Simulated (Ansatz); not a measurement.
Run report: Si, single-point calculation

System: Si (Fd-3m, 2 atoms in the cell).
Method: DFT PBE, scalar-relativistic, plane waves, PAW, no spin polarisation (Ansatz 0.2.0).

The structure derives from an entry of the Crystallography Open Database. It belongs to a series of runs on one base structure; here: band edges and mean potential of the bulk. Figures and captions count atoms from 1; the log counts them from 0 in places.

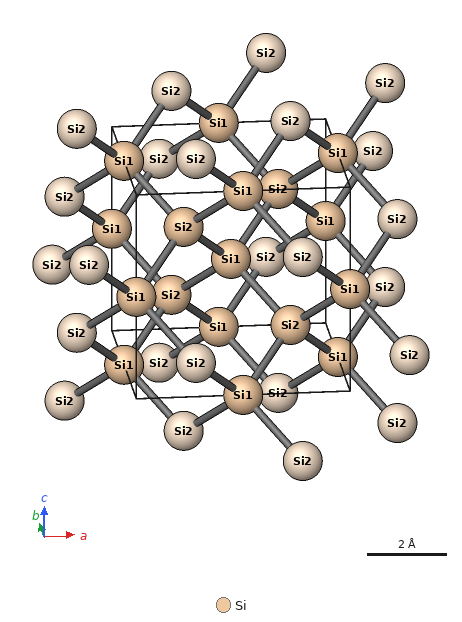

Figure 1. The structure as given in the input (ball-and-stick view of the cell 4 times as large as that of the calculation, set on its symmetry axes, seen at an oblique angle; neighbours outside the cell are drawn fainter; atoms are numbered from 1 in the order of the input).

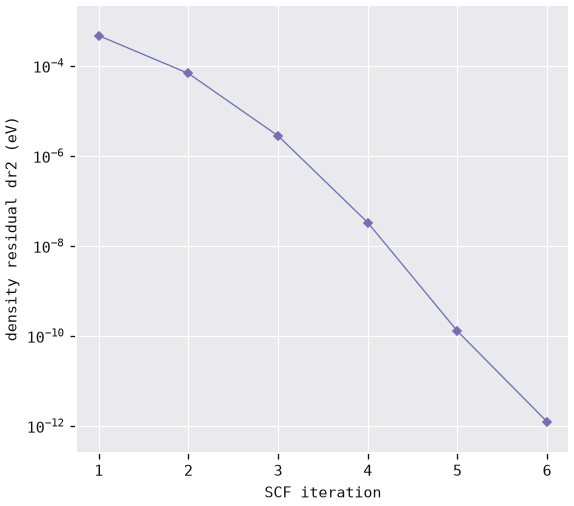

Figure 2. Convergence of the self-consistent field: density residual dr2 against the SCF iteration. The residual falls at every step.

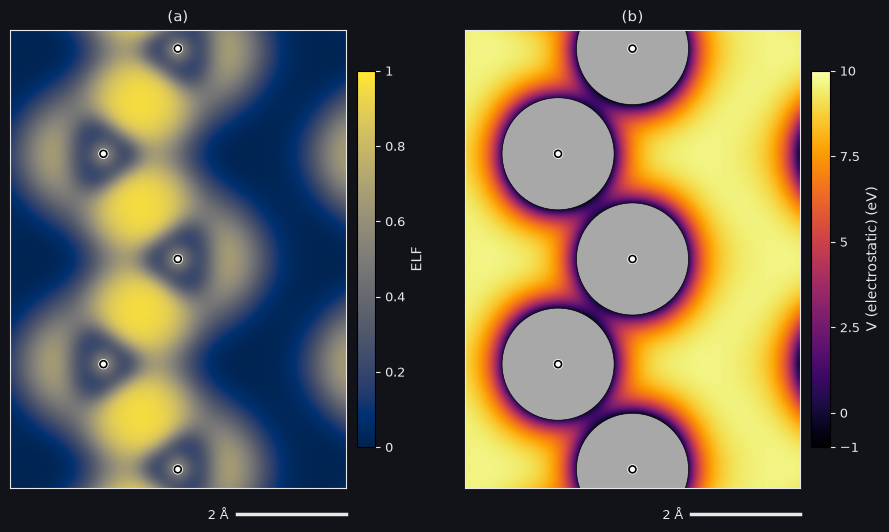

Figure 3. (a) electron localisation function; (b) electrostatic potential (local pseudopotential plus Hartree) felt by an electron on the (110) plane of the conventional cell. Circles mark the nuclei in the plane (Si). Grey discs, where drawn, cover atomic cores. Outside the cores the potential energy rises away from the atoms and is highest about 2.4 Å from the nearest atoms; outside the discs it spans about 10 eV, and its zero is arbitrary. The fields are those of the smooth PAW valence density.

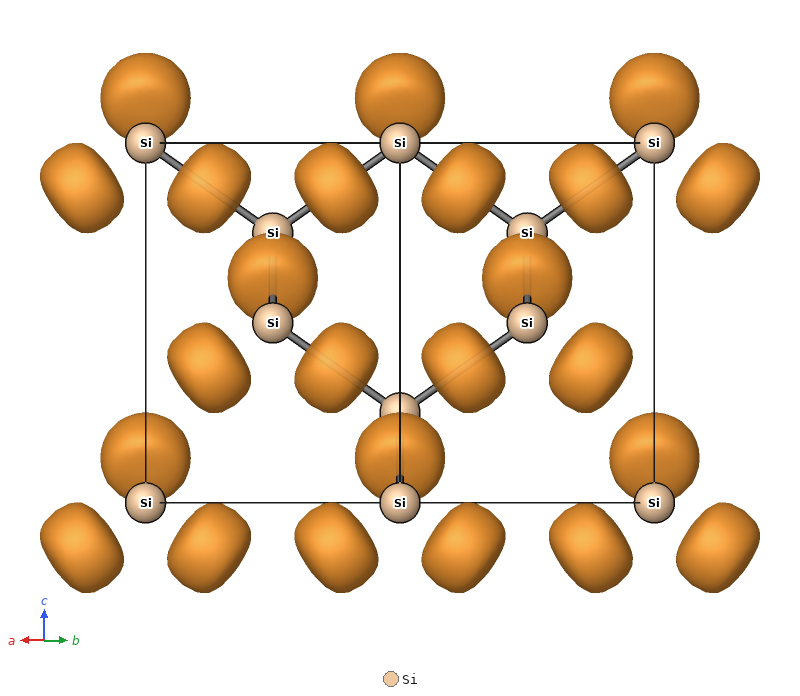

Figure 4. Isosurface of the electron localisation function at 0.8 (orange), seen along [110]. Core shells and regions of very low density are left out. Sticks mark near contacts. The outline is the cell set on symmetry axes. The ELF exceeds this value in 16 regions between bonded Si–Si atoms (shared pairs), counted in one cell of 8 atoms. Along the contacts the grid gives the following. Si–Si (2.37 Å): the ELF peaks at about 0.95 between the atoms, which marks a covalent bond.

The input that produced these results follows, with the program's output.

### Input
```yaml
crystal:
  lattice:
    - [0.0, 2.7348812145, 2.7348812145]
    - [2.7348812145, 0.0, 2.7348812145]
    - [2.7348812145, 2.7348812145, 0.0]
  atoms:
    - { symbol: Si, position: [0.5, 0.5, 0.5] }
    - { symbol: Si, position: [0.75, 0.75, 0.75] }
basis:
  ecutwfc: 420
kpoints:
  mp_grid: { grid: [10, 10, 10] }
  band_path: { path: [VBM, CBM], npoints: 2 }
hamiltonian:
  xc: pbe
scf:
  occupations: { method: gaussian, width: 0.02 }
output:
  forces: true
  stress: true
  eigenvalues: true
  write_density: true
  write_potential: true
  elf: true
  volumetric_format: npy
```

Run as:
```bash
ansatz run input.yaml --threads 8 --pin off --max-ram 20480MiB --backend cpu --events-out ev --progress --plain --runs-dir out
```

### Output
```
Engine: ansatz 0.2.0, x86_64-unknown-linux-gnu
Pseudopotentials: kind: paw
Pseudopotential: Si, paw, valence charge 4, recommended cutoff 420 eV (normal), Si.paw.azcp
Functional definition: PBE
  parameter kappa = 0.804
  parameter beta = 0.06672455060314922
  exchange = pbe_x(kappa = kappa, mu = beta*pi^2/3)
  correlation = pbe_c(beta = beta)
Crystal: 2 atoms, lattice volume = 40.911 Å³
Basis set: ecut = 420 eV, 821 PW (Γ), exchange–correlation on 54×54×54 points (8 copies of the dense FFT grid, shifted against one another)
Bands: 8, of which v1, the nominal top of the filled ones, is band 4 counted from 1 (3 counted from 0)
Symmetry: 48 space group operations
Space group: Fd-3m (ITA 227), of the structure as read, at distance tolerance 3.4e-5 Å
k-points: 47 of 1000
Non-local potential: Si, projectors of the file, l = 0: 2, l = 1: 2, l = 2: 2
PAW form: soft (Blöchl's): semilocal exchange-correlation on the pseudo side does not see the compensation charge
PAW one-centre angular grid: Si, 110 points (default); XC on 64 Gauss nodes
Initial density: superposition of atomic densities (neutral atoms: chi_scale 0, normalization atom), corrected by the library's trained network
Initial wavefunctions: pseudopotential atomic-orbital guess
Functional: x = pbe(κ = 0.804, μ = 0.2195149727645171), c = pbe(β = 0.06672455060314922)
SCF iter   1: F=—  HF=-1271.619200 eV  |F-HF|=—  |Δ(HF+E_count)|=         —  Δρ=1.32e-3  dr2=4.65e-4  ethr=1.77e-3  ⟨swp⟩=6.1  Hψ=3413  notcnv=0
preconditioner: auto → none  [insulator: Δε(μ)=0.614 eV  Ē_g=9.374 eV  σ=0.020 eV  W_gap=1.00  n_scr=8 (ndim 8)  ℏωp=16.4 eV  f_vac=0.000  D(μ)=0.00/eV (n_scr^D=0)  ε∞_Penn≈4.1]
SCF iter   2: F=—  HF=-1271.619576 eV  |F-HF|=—  |Δ(HF+E_count)|=   3.75e-4  Δρ=5.32e-4  dr2=6.72e-5  ethr=5.82e-6  ⟨swp⟩=2.1  Hψ=969  notcnv=0
SCF iter   3: F=—  HF=-1271.619621 eV  |F-HF|=—  |Δ(HF+E_count)|=   4.50e-5  Δρ=1.04e-4  dr2=2.76e-6  ethr=8.40e-7  ⟨swp⟩=2.0  Hψ=564  notcnv=0
iter 4 did not close the SCF: its close was put off for the readings that it lacked (scf_convergence_deferred on its scf_iter line)
SCF iter   4: F=-1271.619622 eV  HF=-1271.619622 eV  |F-HF|=2.04e-8  |Δ(HF+E_count)|=   1.93e-6  Δρ=1.14e-5  dr2=3.26e-8  ethr=3.46e-8  ⟨swp⟩=2.0  Hψ=564  notcnv=0
iter 5 did not close the SCF: its close was put off for the readings that it lacked (scf_convergence_deferred on its scf_iter line)
SCF iter   5: F=-1271.619623 eV  HF=-1271.619623 eV  |F-HF|=2.51e-10  |Δ(HF+E_count)|=   2.51e-8  Δρ=8.99e-7  dr2=1.26e-10  ethr=4.08e-10  ⟨swp⟩=2.7  Hψ=563  notcnv=0
SCF iter   6: F=-1271.619623 eV  HF=-1271.619623 eV  |F-HF|=0.00e0  |Δ(HF+E_count)|=  2.77e-10  Δρ=6.23e-8  dr2=1.22e-12  ethr=1.57e-12  ⟨swp⟩=4.0  Hψ=1621  notcnv=0
SCF 1 converged in 6 iterations: F = -1271.619623 eV  dr2 = 1.22e-12
  greatest PAW one-centre occupation: 0.633 electrons in one spin orbital (limit 2), on the Si atom at site 1 (counted from 0), in its partial waves of l = 0
NSCF: frozen V_eff on 16 k-points
NSCF: frozen V_eff on 16 k-points
NSCF: frozen V_eff on 16 k-points
NSCF: frozen V_eff on 16 k-points
NSCF: frozen V_eff on 1 k-points
NSCF: frozen V_eff on 3 k-points
NSCF: frozen V_eff on 13 k-points
NSCF: frozen V_eff on 11 k-points
NSCF: frozen V_eff on 7 k-points
NSCF: frozen V_eff on 13 k-points
NSCF: frozen V_eff on 12 k-points
NSCF: frozen V_eff on 4 k-points
NSCF: frozen V_eff on 6 k-points
NSCF: frozen V_eff on 6 k-points
NSCF: frozen V_eff on 6 k-points
NSCF: frozen V_eff on 4 k-points
NSCF: frozen V_eff on 6 k-points
NSCF: frozen V_eff on 4 k-points
NSCF: frozen V_eff on 4 k-points
NSCF: frozen V_eff on 2 k-points
NSCF: frozen V_eff on 3 k-points
SCF converged after 6 iterations
Free energy (F): -1271.619623 eV
Harris-Foulkes:  -1271.619623 eV  (|F-HF|=0.00e0)
Internal energy: -1271.619623 eV  (E = F + TS)
E sigma→0 (E₀):  -1271.619623 eV
Fermi energy:    6.313635 eV
--- Per-component energies (eV) ---
  E_band       = 8.029792
  E_kinetic    = 80.145702
  E_local      = -56.136872  (includes V_loc(G=0)·N_el)
  E_nonlocal   = 51.751525
  E_hartree    = 15.175027
  E_xc         = -110.124814
  E_vxc        = -93.156752  (∫ρ·V_xc dr)
  E_paw        = -1025.530456  (= ΣΔE_a)
  E_vpaw       = -4.923871  (= ΣTr[D̂ρ^β])
  E_aug_tail   = 0.000013  (compensation charges beyond the density's cutoff)
  E_ewald      = -226.899747
  E_smearing   = -0.000000  (= −TS)
  E_closure    = 0.000000  (closes the sum)
  Σ components = -1271.619623   (vs F -1271.619623, Δ=0.00e0)
--- Forces (eV/Å), atoms counted from 1 ---
  atom   1  Si    -0.00000000    -0.00000000    -0.00000000
  atom   2  Si     0.00000000    -0.00000000     0.00000000
  max |Σ_I F_I| component: 4.86e-17 eV/Å
--- Stress (GPa, compression-positive) ---
        0.022450       0.000000      -0.000000
        0.000000       0.022450       0.000000
       -0.000000       0.000000       0.022450
  P = ⅓ Tr σ = 0.0225 GPa (0.225 kbar)
--- Band table (eV; the first three rows and the last of 47) ---
  k-point 0: bands = ["-5.8091", "6.0057", "6.0057", "6.0057", "8.5576", "8.5576", "8.5576", "9.1241"]
  k-point 1: bands = ["-5.6806", "4.8621", "5.8116", "5.8116", "8.5216", "8.8434", "8.8434", "10.0978"]
  k-point 2: bands = ["-5.3013", "3.0220", "5.4374", "5.4374", "8.1510", "9.3454", "9.3454", "11.8734"]
  k-point 46: bands = ["-1.6043", "-1.6043", "2.3200", "2.3200", "9.4288", "9.4288", "11.8615", "11.8615"]
```

### Summary

| quantity | value |
| --- | --- |
| outcome | converged |
| space group (tolerance 0.01 Å) | Fd-3m (227) |
| electrons treated | 8 |
| free energy | −1271.6196 eV |
| Fermi energy | 6.314 eV |
| gap on the k-point mesh | 0.62 eV |
| gap on the band path | 0.61 eV |
| pressure | 0.02 GPa |
| largest force (length of the vector) | under 0.001 eV/Å |
| hardware | 8 threads of Intel Xeon (Sapphire Rapids), 32 GiB of memory available, shared host |
| wall time | 1.3 s (CPU time 4.3 s) |
| peak memory | 0.36 GiB |
